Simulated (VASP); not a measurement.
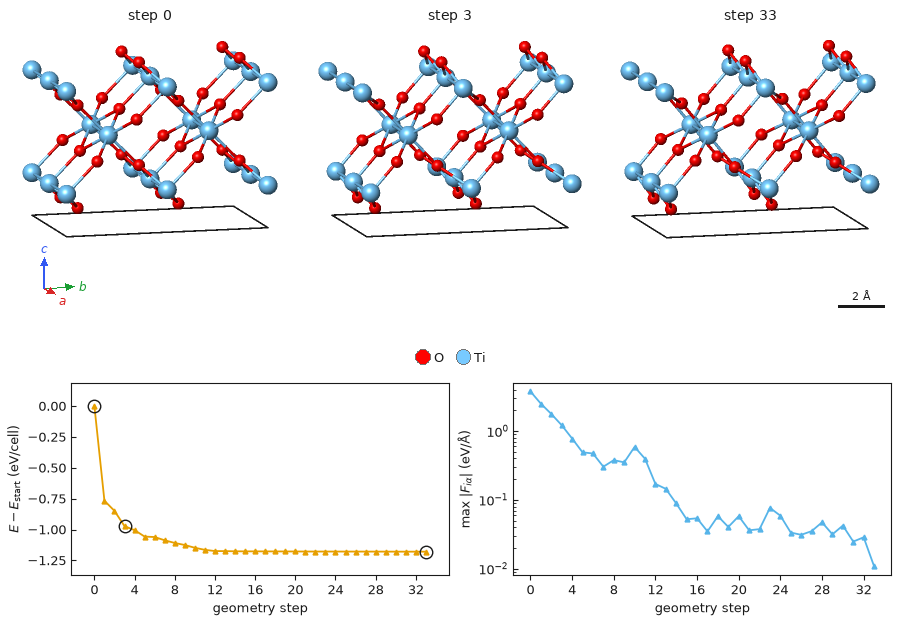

Frames of a relaxation of a slab of composition TiO₂, marked on the history of the run. The picture is a ball-and-stick view of the 2 × 2 repeat of the cell, outlined in the plane, without the vacuum, seen slightly off an axis.

The run lets the atoms move in a fixed cell.

Level of theory: Kohn-Sham DFT of a periodic cell, PBEsol, VASP PAW PBE potentials, recommended in VASP 6.6.1.

Input
```
PREC     = Accurate       # precision mode
ENCUT    = 520            # plane-wave cutoff, eV
EDIFF    = 1E-6           # SCF threshold, eV
ISMEAR   = 0              # smearing method
SIGMA    = 0.03           # smearing width, eV
LREAL    = F              # projectors in reciprocal space
LASPH    = T              # aspherical terms in the spheres
NELM     = 80             # most SCF steps
ALGO     = Normal         # electronic algorithm
ISIF     = 2              # what is computed and relaxed
LWAVE    = F              # write WAVECAR
LCHARG   = F              # write CHGCAR
LDIPOL   = T            
IDIPOL   = 3            
DIPOL    = 0.5 0.5 0.500
GGA      = PS             # functional
IBRION   = 2              # ionic algorithm
NSW      = 80             # ionic steps
EDIFFG   = -0.02          # ionic threshold
KPAR     = 4
```

Launched with:
```bash
cat potpaw_PBE.64/O/POTCAR potpaw_PBE.64/Ti_sv/POTCAR > POTCAR
mpirun -np 4 vasp_std > vasp.out
```

Q: Describe the path.

A: The largest moves, 0.30 Å, are those of O atoms. By element the largest moves are O 0.30 Å, Ti 0.10 Å. The cell stays as it was. Some distances before and after: O–Ti 1.977 → 1.863 Å, O–Ti 1.944 → 1.842 Å, O–Ti 1.944 → 2.034 Å, O–Ti 1.977 → 1.910 Å. Among the angles between lasting bonds that change: Ti–O–Ti 98.3° → 106.0°, Ti–O–Ti 98.3° → 92.6°. After 33 geometry steps the energy has fallen by 1.179 eV per cell of the calculation. The largest force component goes from 3.8 to 0.011 eV/Å. From step 0 to 3: Ti atoms move most (0.20 Å), energy −0.973 eV per cell of the calculation. From step 3 to 33: O atoms move most (0.19 Å), energy −0.207 eV per cell of the calculation.

| step | E − E(0), meV/atom | largest force component, eV/Å |
| --- | --- | --- |
| 0 | 0.00 | 3.7726 |
| 1 | -85.17 | 2.5062 |
| 2 | -94.32 | 1.7771 |
| 3 | -108.07 | 1.2187 |
| 4 | -111.65 | 0.7805 |
| 5 | -117.45 | 0.4917 |
| 6 | -117.86 | 0.4727 |
| 7 | -120.79 | 0.3037 |
| 8 | -123.20 | 0.3786 |
| 9 | -125.04 | 0.3512 |
| 10 | -127.52 | 0.5889 |
| 11 | -129.38 | 0.3964 |
| 12 | -130.48 | 0.1706 |
| 14 | -130.69 | 0.0886 |
| 15 | -130.75 | 0.0522 |
| 16 | -130.75 | 0.0539 |
| 17 | -130.79 | 0.0348 |
| 18 | -130.80 | 0.0579 |
| 20 | -130.86 | 0.0579 |
| 21 | -130.88 | 0.0361 |
| 22 | -130.91 | 0.0375 |
| 23 | -130.91 | 0.0765 |
| 25 | -130.93 | 0.0334 |
| 26 | -130.93 | 0.0310 |
| 27 | -130.95 | 0.0351 |
| 28 | -130.96 | 0.0471 |
| 29 | -130.98 | 0.0315 |
| 31 | -131.01 | 0.0247 |
| 32 | -131.02 | 0.0285 |
| 33 | -131.03 | 0.0108 |
